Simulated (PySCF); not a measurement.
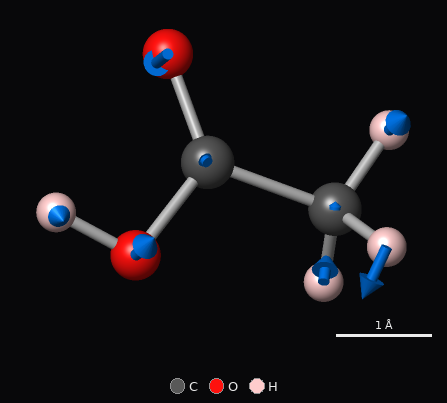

A relaxation of C$_{2}$H$_{4}$O$_{2}$. The starting structure is drawn; blue arrows show the displacements, magnified 5 times. The two geometries are superimposed by the best rigid fit.

Style: ball-and-stick. Shown at a tilt.

The start comes from MMFF94s.

The calculation used PBE0-D3(BJ)/def2-SVP geometry optimisation, gas phase (PySCF 2.14.0, density-fitted response routines). 

Question: Describe the change and its energy.

Answer: After 5 geometry steps the energy has fallen by 0.64 kcal/mol. The largest force component goes from 1.2 to 0.0047 eV/Å. The atom that moves furthest after the best rigid fit is an O atom (0.14 Å). Largest moves by element: O 0.14 Å, H 0.12 Å, C 0.03 Å. Near-neighbour distances that change, for instance: C–O 1.219 → 1.202 Å, H–O 0.980 → 0.970 Å, C–C 1.493 → 1.499 Å, C–H 1.093 → 1.099 Å. Bond angles that change, for instance: H–C–H 110.6° → 107.3°, H–C–H 108.6° → 110.8°, C–O–H 104.1° → 106.2°.
